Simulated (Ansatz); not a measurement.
# Two runs on Si

System: Si (I4/mmm, 1 atom in the cell).
Method of the first run: DFT LDA, scalar-relativistic, plane waves, PAW, no spin polarisation (Ansatz 0.2.0).

The structure derives from a Materials Project entry. Text and figures count atoms from 1; the logs count them from 0 in places.

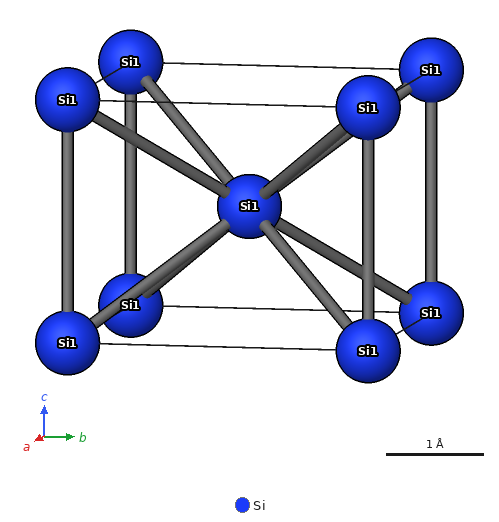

Figure 1. The structure (ball-and-stick view of the cell 2 times as large as that of the calculation, set on its symmetry axes, seen slightly off an axis; atoms are numbered from 1 in the order of the input). An atom can appear more than once, as a periodic image. Near neighbours in the periodic cell (some may lie outside the picture): Si has 10 Si at 2.53 to 2.58 Å.

Input file, the first run:
```yaml
crystal:
  lattice:
    - [-1.5865930527, 1.5865930527, 1.2656679211]
    - [1.5865930527, -1.5865930527, 1.2656679211]
    - [1.5865930527, 1.5865930527, -1.2656679211]
  atoms:
    - { symbol: Si, position: [0.0, 0.0, 0.0] }
basis:
  ecutwfc: 420
kpoints:
  mp_grid: { grid: [28, 28, 28] }
hamiltonian:
  xc: lda
scf:
  occupations: { method: gaussian, width: 0.15 }
output:
  forces: true
  stress: true
  eigenvalues: true
```

Command:
```bash
ansatz run input.yaml --threads 2 --pin off --max-ram 5120MiB --backend cpu --events-out ev --progress --plain --runs-dir out
```

Hardware: 2 threads of Arm Neoverse V2, 24 GiB of memory available, shared host.

Output, shortened to warnings, some set-up lines, iterations and results (the first run):
```
Basis set: ecut = 420 eV, 265 PW (Γ)
Symmetry: 16 space group operations
k-points: 1639 of 21952
Initial density: superposition of atomic densities (neutral atoms: chi_scale 0, normalization atom), corrected by the library's trained network
[...]
SCF iter   1: F=—  HF=-608.218133 eV  |F-HF|=—  |Δ(HF+E_count)|=         —  Δρ=3.68e-3  dr2=1.18e-3  ethr=1.77e-3  ⟨swp⟩=5.0  Hψ=92505  notcnv=0
SCF iter   2: F=—  HF=-608.217771 eV  |F-HF|=—  |Δ(HF+E_count)|=   3.62e-4  Δρ=1.57e-3  dr2=1.85e-4  ethr=2.95e-5  ⟨swp⟩=1.1  Hψ=23070  notcnv=0
SCF iter   3: F=—  HF=-608.217716 eV  |F-HF|=—  |Δ(HF+E_count)|=   5.50e-5  Δρ=1.34e-4  dr2=6.62e-7  ethr=4.63e-6  ⟨swp⟩=2.0  Hψ=12749  notcnv=0
SCF iter   4: F=—  HF=-608.217717 eV  |F-HF|=—  |Δ(HF+E_count)|=   1.00e-6  Δρ=1.61e-5  dr2=2.84e-8  ethr=1.66e-8  ⟨swp⟩=2.0  Hψ=12742  notcnv=0
SCF iter   5: F=-608.217717 eV  HF=-608.217717 eV  |F-HF|=6.77e-10  |Δ(HF+E_count)|=   1.26e-8  Δρ=3.78e-6  dr2=1.46e-9  ethr=7.09e-10  ⟨swp⟩=1.8  Hψ=11810  notcnv=0
SCF iter   6: F=-608.217717 eV  HF=-608.217717 eV  |F-HF|=5.68e-13  |Δ(HF+E_count)|=  5.63e-10  Δρ=9.13e-8  dr2=7.03e-13  ethr=3.66e-11  ⟨swp⟩=1.6  Hψ=31211  notcnv=0
SCF 1 converged in 6 iterations: F = -608.217717 eV  dr2 = 7.03e-13
SCF converged after 6 iterations
Free energy (F): -608.217717 eV
Harris-Foulkes:  -608.217717 eV  (|F-HF|=5.68e-13)
Internal energy: -608.213254 eV  (E = F + TS)
E sigma→0 (E₀):  -608.215486 eV
Entropy (-TS):   -0.004463 eV (-4.463 meV/atom)
Fermi energy:    12.298662 eV
--- Per-component energies (eV) ---
  E_band       = 24.546160
  E_kinetic    = 44.305912
  E_local      = 5.129215  (includes V_loc(G=0)·N_el)
  E_nonlocal   = 26.703582
  E_hartree    = 0.418296
  E_xc         = -56.959319
  E_vxc        = -49.890315  (∫ρ·V_xc dr)
  E_paw        = -485.771112  (= ΣΔE_a)
  E_vpaw       = -2.538834  (= ΣTr[D̂ρ^β])
  E_aug_tail   = 0.000006  (compensation charges beyond the density's cutoff)
  E_ewald      = -142.124165
  E_core_change = 0.084331  (= ΣΔE_core)
  E_smearing   = -0.004463  (= −TS)
  E_closure    = 0.000000  (closes the sum)
  Σ components = -608.217717   (vs F -608.217717, Δ=0.00e0)
--- Forces (eV/Å), atoms counted from 1 ---
  atom   1  Si     0.00000000     0.00000000     0.00000000
  max |Σ_I F_I| component: 3.94e-31 eV/Å
--- Stress (GPa, compression-positive) ---
       10.629239       0.000000       0.000000
        0.000000      10.629239      -0.000000
       -0.000000      -0.000000      11.538171
  P = ⅓ Tr σ = 10.9322 GPa (109.322 kbar)
```

For the second run the input was changed thus:
```diff
-    - [-1.5865930527, 1.5865930527, 1.2656679211]
-    - [1.5865930527, -1.5865930527, 1.2656679211]
-    - [1.5865930527, 1.5865930527, -1.2656679211]
+    - [-1.6111279968, 1.6111279968, 1.2852401055]
+    - [1.6111279968, -1.6111279968, 1.2852401055]
+    - [1.6111279968, 1.6111279968, -1.2852401055]
```

How does the second run compare with the first run?

With the same functional and potentials, the second run lies 29.1 meV per atom lower. The pressure goes from 10.93 to 4.84 GPa. The volume per atom goes from 12.74 to 13.34 Å³. The cell is scaled evenly with the atoms at fixed fractional positions, so −ΔP/Δ ln V estimates the bulk modulus midway between the two volumes: about 130 GPa. The number of SCF iterations is the same.

Output, shortened to warnings, some set-up lines, iterations and results (the second run):
```
Basis set: ecut = 420 eV, 265 PW (Γ)
Symmetry: 16 space group operations
k-points: 1639 of 21952
Initial density: superposition of atomic densities (neutral atoms: chi_scale 0, normalization atom), corrected by the library's trained network
[...]
SCF iter   1: F=—  HF=-608.247366 eV  |F-HF|=—  |Δ(HF+E_count)|=         —  Δρ=3.90e-3  dr2=1.48e-3  ethr=1.77e-3  ⟨swp⟩=5.0  Hψ=92512  notcnv=0
SCF iter   2: F=—  HF=-608.246851 eV  |F-HF|=—  |Δ(HF+E_count)|=   5.15e-4  Δρ=1.63e-3  dr2=2.24e-4  ethr=3.70e-5  ⟨swp⟩=1.1  Hψ=23088  notcnv=0
SCF iter   3: F=—  HF=-608.246770 eV  |F-HF|=—  |Δ(HF+E_count)|=   8.05e-5  Δρ=1.42e-4  dr2=8.22e-7  ethr=5.59e-6  ⟨swp⟩=2.0  Hψ=12764  notcnv=0
SCF iter   4: F=—  HF=-608.246771 eV  |F-HF|=—  |Δ(HF+E_count)|=   5.90e-7  Δρ=1.77e-5  dr2=3.71e-8  ethr=2.06e-8  ⟨swp⟩=2.0  Hψ=12755  notcnv=0
SCF iter   5: F=-608.246771 eV  HF=-608.246771 eV  |F-HF|=1.31e-9  |Δ(HF+E_count)|=   1.53e-8  Δρ=4.89e-6  dr2=2.72e-9  ethr=9.27e-10  ⟨swp⟩=1.2  Hψ=9842  notcnv=0
SCF iter   6: F=-608.246771 eV  HF=-608.246771 eV  |F-HF|=1.02e-12  |Δ(HF+E_count)|=   1.08e-9  Δρ=1.19e-7  dr2=1.50e-12  ethr=6.79e-11  ⟨swp⟩=1.6  Hψ=31269  notcnv=0
SCF 1 converged in 6 iterations: F = -608.246771 eV  dr2 = 1.50e-12
SCF converged after 6 iterations
Free energy (F): -608.246771 eV
Harris-Foulkes:  -608.246771 eV  (|F-HF|=1.02e-12)
Internal energy: -608.242036 eV  (E = F + TS)
E sigma→0 (E₀):  -608.244403 eV
Entropy (-TS):   -0.004735 eV (-4.735 meV/atom)
Fermi energy:    11.608722 eV
--- Per-component energies (eV) ---
  E_band       = 22.524767
  E_kinetic    = 43.199951
  E_local      = 3.584901  (includes V_loc(G=0)·N_el)
  E_nonlocal   = 26.581868
  E_hartree    = 0.473991
  E_xc         = -56.530967
  E_vxc        = -49.337245  (∫ρ·V_xc dr)
  E_paw        = -485.676278  (= ΣΔE_a)
  E_vpaw       = -2.452696  (= ΣTr[D̂ρ^β])
  E_aug_tail   = 0.000006  (compensation charges beyond the density's cutoff)
  E_ewald      = -139.959837
  E_core_change = 0.084331  (= ΣΔE_core)
  E_smearing   = -0.004735  (= −TS)
  E_closure    = 0.000000  (closes the sum)
  Σ components = -608.246771   (vs F -608.246771, Δ=0.00e0)
--- Forces (eV/Å), atoms counted from 1 ---
  atom   1  Si     0.00000000    -0.00000000    -0.00000000
  max |Σ_I F_I| component: 6.90e-31 eV/Å
--- Stress (GPa, compression-positive) ---
        4.586603      -0.000000      -0.000000
       -0.000000       4.586603       0.000000
       -0.000000      -0.000000       5.333314
  P = ⅓ Tr σ = 4.8355 GPa (48.355 kbar)
```

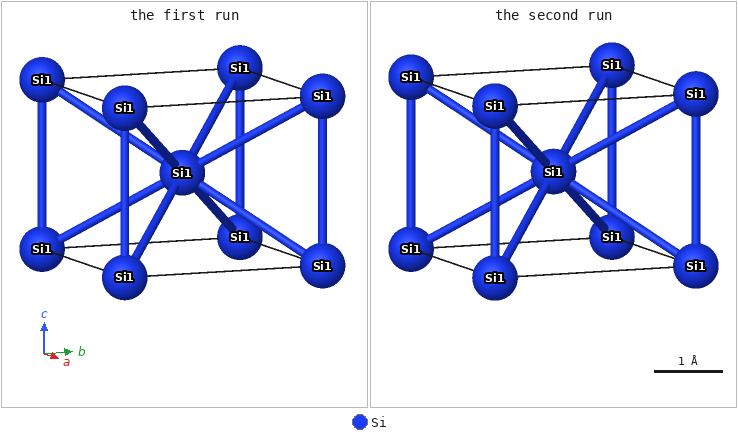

Figure 2. The two input geometries at one scale (ball-and-stick view of the cell 2 times as large as that of the calculation, set on its symmetry axes, seen slightly off an axis). No atom moves by more than 0.005 Å relative to the cell. Cell: a = b 3.173 → 3.222 Å (+1.5 %), c 2.531 → 2.570 Å (+1.5 %). Volume +4.7 %. Among the contacts that change: Si1–Si1 2.576 → 2.616 Å.

The two runs side by side:

| quantity | the first run | the second run |
| --- | --- | --- |
| outcome | converged | converged |
| free energy per atom (eV) | −608.2177 | −608.2468 |
| energy per atom, smearing taken to zero (eV) | −608.2155 | −608.2444 |
| gap on the mesh (eV) | 0.00 | 0.00 |
| pressure (GPa) | 10.93 | 4.84 |
| volume per atom (Å³) | 12.74 | 13.34 |
| largest force (eV/Å) | 0.000 | 0.000 |
| SCF iterations | 6 | 6 |
| irreducible k-points | 1639 | 1639 |
| plane waves at Γ | 265 | 265 |
| wall time (shared host) | 3.8 s | 3.9 s |

For the first run: The cell is under a pressure of 10.9 GPa at this level, so it is not at its equilibrium volume.
